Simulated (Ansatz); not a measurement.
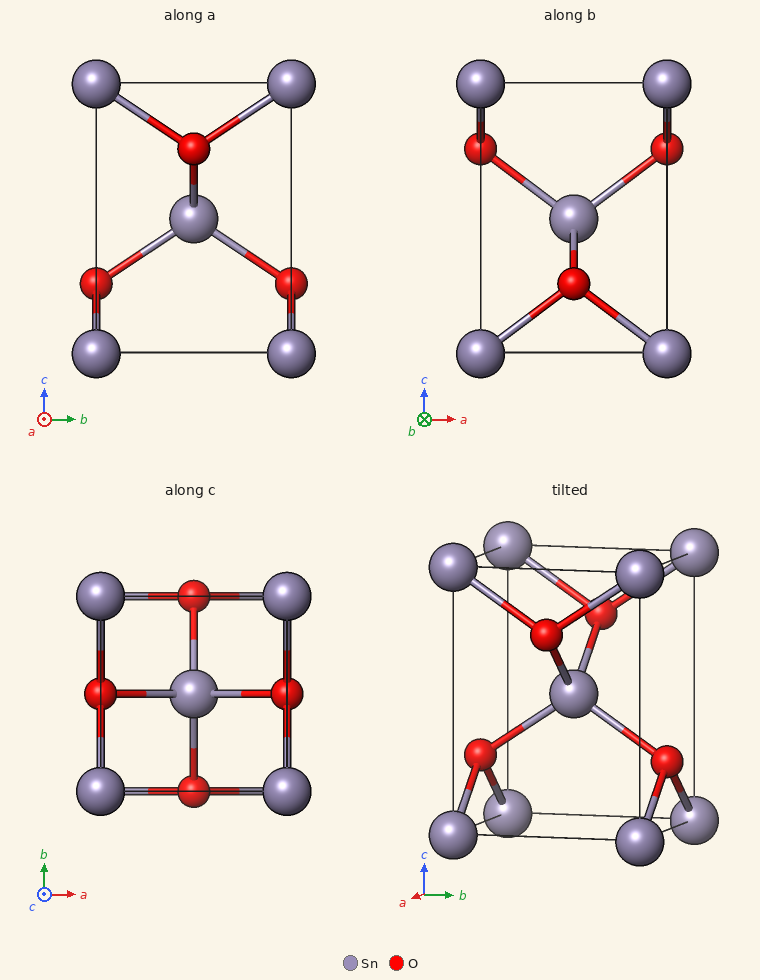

Shown here is a ball-and-stick view of the crystal, taken along the a axis, along the b axis, along the c axis and slightly off an axis. The edges of the conventional unit cell are marked.

Lattice parameters: a = 3.7427 Å, b = 3.9173 Å, c = 5.4164 Å, α = 90.000°, β = 90.000°, γ = 90.000°.

### Put the structure into a CIF in P1 with every atom of the cell, with free fractional coordinates to two decimals.

```cif
data_structure
_symmetry_space_group_name_H-M 'P 1'
_symmetry_Int_Tables_number 1
_cell_length_a 3.7427
_cell_length_b 3.9173
_cell_length_c 5.4164
_cell_angle_alpha 90.000
_cell_angle_beta 90.000
_cell_angle_gamma 90.000
_cell_volume 79.41
loop_
_atom_site_label
_atom_site_type_symbol
_atom_site_fract_x
_atom_site_fract_y
_atom_site_fract_z
_atom_site_occupancy
Sn1 Sn 0.50 0.50 0.50 1
O1 O 0.00 0.50 0.75 1
Sn2 Sn 0.00 0.00 0.00 1
O2 O 0.50 0.00 0.25 1
```

Starting structure: a structure type filled with these elements by a generator (whether the compound takes this form wasn't checked). The cell was then strained or its atoms displaced on purpose. It was run through Ansatz as a DFT input.
